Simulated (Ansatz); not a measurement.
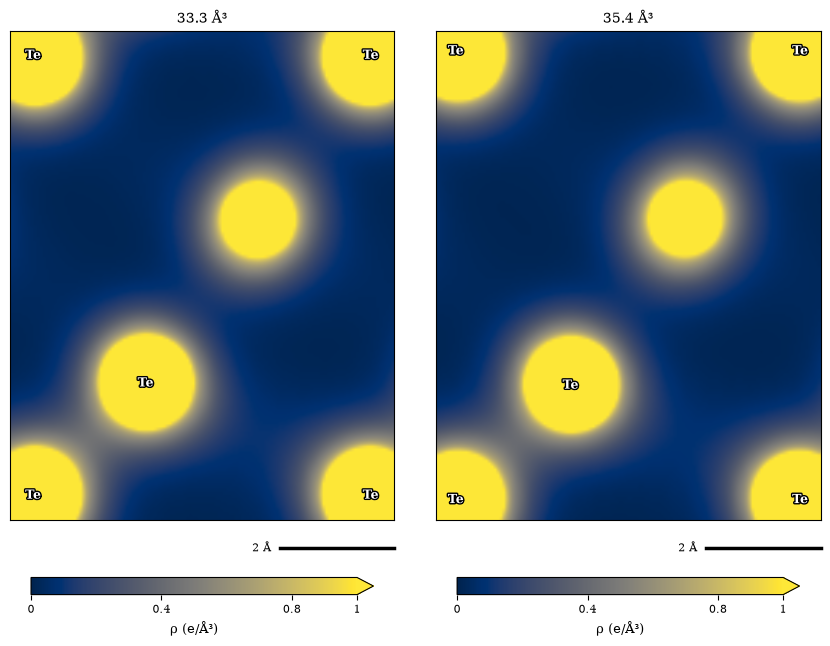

Te. The valence pseudo-density of cells scaled evenly to different volumes (given per atom above each panel), on the (110) plane of each (indices in the axes of the cell below), at one length scale and on one colour scale.

The calculation used DFT, PBE, PAW with Ansatz's default frozen-core files, scalar-relativistic (Ansatz 0.2.0).

The density is the valence pseudo-density of a PAW calculation; it isn't the true density close to the nuclei.

The largest cell:

```
CELL_PARAMETERS angstrom
4.51666 0.00000 0.00000
-2.25833 3.91155 0.00000
0.00000 0.00000 6.00297
ATOMIC_POSITIONS crystal
Te 0.74500 0.00000 0.33333
Te 0.00000 0.74500 0.66667
Te 0.25500 0.25500 0.00000
```

| volume (Å³/atom) | Te–Te contact in the plane (Å) | ρ at its midpoint (e/Å³) | pressure (GPa) | 
| --- | --- | --- | --- |
| 33.31 | 2.770 | 0.450 | 4.3 | 
| 34.33 | 2.798 | ? | ? | 
| 35.35 | 2.826 | 0.415 | 1.1 | 

> Estimate the missing row, and compare with the calculation.

Over the known rows ln ρ falls by 1.45 per Å of Te–Te distance (the line through the two), which gives 0.432 e/Å³ at 2.798 Å; the calculation gives 0.432 e/Å³. For the pressure, a straight line in volume between the neighbouring rows gives 2.7 GPa; the calculation gives 2.6.
